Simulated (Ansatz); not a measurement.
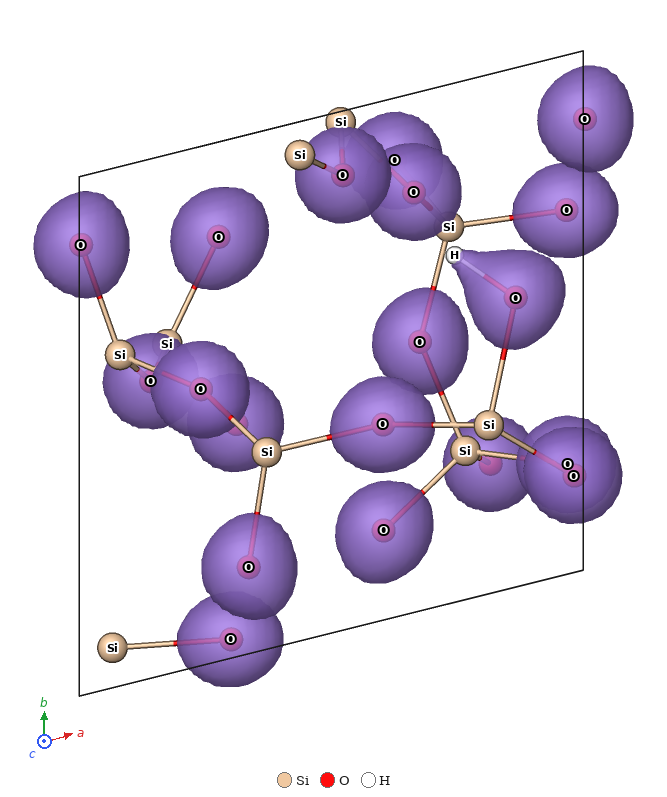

Si9HO18 (cell charge +1, with a compensating background) (cell with a defect). Isosurface of the valence pseudo-density at 1.5 e/Å³ (purple), seen along the c axis. Sticks mark near contacts.

All numbers below come from Ansatz 0.2.0, DFT PBE, scalar-relativistic, plane waves, PAW.

Which contacts does the surface bridge?

Answer. At this value the density breaks into separate islands; it holds about 50 % of the electrons treated as valence. It bridges the sampled O–H (1.01 Å) contacts, where the density stays above the isovalue. It is pinched off along the sampled Si–O (1.60 Å), Si–O (1.64 Å) and Si–O (1.76 Å) contacts. On the grid the lowest density along these lines, outside the cores, is 1.9 e/Å³ (O–H, 1.01 Å), 1.1 e/Å³ (Si–O, 1.60 Å), 0.99 e/Å³ (Si–O, 1.64 Å) and 0.66 e/Å³ (Si–O, 1.76 Å).

Does the calculation make it a metal, or give it a gap?

Answer. It is gapped, with a Kohn–Sham gap of 6.0 eV on the k-point mesh, an upper bound to the gap of this method.
